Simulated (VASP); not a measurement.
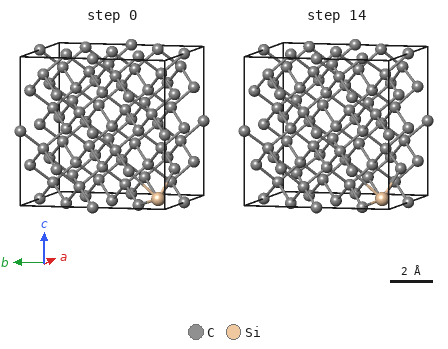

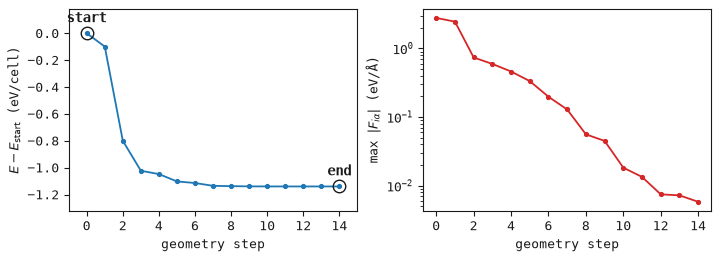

First and last geometry of a relaxation of a defect cell of composition SiC$_{62}$, with the history of the run. The picture is a ball-and-stick view of the cell of the calculation, seen from a free direction.

The run lets the atoms move in a fixed cell.

Computed with Kohn-Sham DFT of a periodic cell, PBE, VASP PAW PBE potentials, recommended in VASP.

Input file:
```
SYSTEM = SiC62
PREC = Accurate ; ENCUT = 420
EDIFF = 1E-5 ; ISMEAR = 0
SIGMA = 0.01 ; LREAL = Auto
LASPH = .TRUE. ; NELM = 100
ALGO = Fast ; ISIF = 2
LWAVE = .FALSE. ; LCHARG = .FALSE.
ISPIN = 2 ; MAGMOM = 0.32 0 0.32 0 0.32 0 0 0 0 0 0 0 0 0 0 0 0 0 0 0 0 0 0 0 0 0.32 0 0 0 0 0 0 0 0 0 0 0 0 0 0 0 0 0 0.32 0 0 0 0 0 0 0 0 0 0.32 0 0 0 0 0 0 0 0 0
LORBIT = 11 ; NUPDOWN = 2
GGA = PE ; IBRION = 2
NSW = 40 ; EDIFFG = -0.01
ISYM = 0 ; NCORE = 4
```

Launched with:
```bash
cat potpaw_PBE.64/C/POTCAR potpaw_PBE.64/Si/POTCAR > POTCAR
mpirun -np 8 vasp_gam > vasp.out
```

What do the curves and the structures tell?

It converged. The largest moves, 0.11 Å, are those of C atoms. Si stays in place. The lattice vectors keep their values. Near-neighbour distances that change, for instance: C–Si 1.946 → 1.991 Å, C–C 1.547 → 1.518 Å, C–C 1.547 → 1.575 Å. Among the angles between lasting bonds that change: C–C–Si 131.5° → 124.8°, C–C–C 109.5° → 114.3°, C–Si–C 80.9° → 85.1°. After 14 geometry steps the energy has fallen by 1.140 eV per cell of the calculation. The largest force component goes from 2.8 to 0.0058 eV/Å.

Limits of the set-up: the periodic images lie only 7.1 Å apart, so the values are limited by the cell's size.
